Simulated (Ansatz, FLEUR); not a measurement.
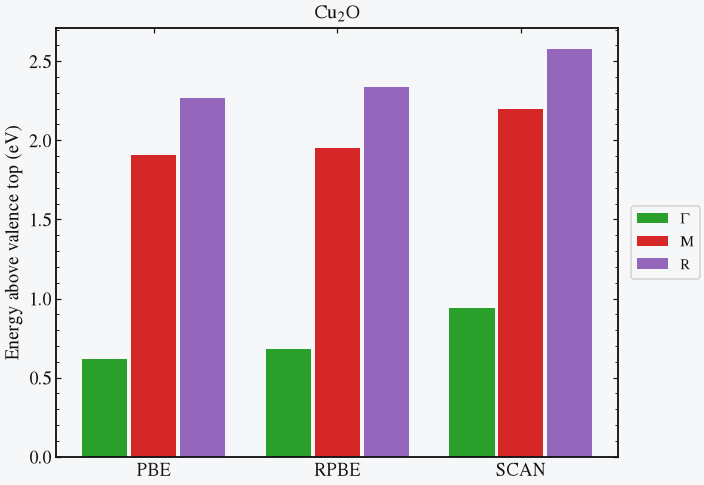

Lowest conduction level at each named k point, counted from the valence-band top at Γ, by several methods on one cell of Cu₂O, space group Pn-3m (No. 224), 6 atoms in the cell, volume scaled by a factor 0.94; cubic a = 4.173 Å. All runs are without spin-orbit coupling and carry no moments. The cell is at 13 GPa in PBE.

Q: How do the methods rank at Γ?

A: From low to high: PBE 0.62, RPBE 0.68, SCAN 0.94 eV. Too close to rank are PBE against RPBE (different potentials and cutoffs).

Q: Do the methods agree on which of these conduction levels is lowest?

A: Yes: all put it at Γ.

| method | program | Γ (eV) | M (eV) | R (eV) |
| --- | --- | --- | --- | --- |
| PBE | Ansatz | 0.62 | 1.91 | 2.27 |
| RPBE | Ansatz | 0.68 | 1.95 | 2.34 |
| SCAN | FLEUR | 0.94 | 2.20 | 2.58 |

Settings. PBE: SPMS NC, 6×6×6 k mesh, 1034 eV cutoff, Fermi-Dirac smearing of 0.05 eV (Ansatz 0.2.0). RPBE: Ansatz PAW, 6×6×6 k mesh, 420 eV cutoff, Fermi-Dirac smearing of 0.05 eV (Ansatz 0.2.0). SCAN: all-electron, 6×6×6 k mesh, Fermi-Dirac smearing of 0.05 eV (FLEUR).

These are three of the 9 methods that were run on this cell. The runs come from different programs, which adds differences of its own. LDA, GGA and most meta-GGA functionals understate gaps. RPBE: the PAW data sets were made with another functional. SCAN: the meta-GGA is that of a development version, with a GGA for the radial functions and cores and without core tails.
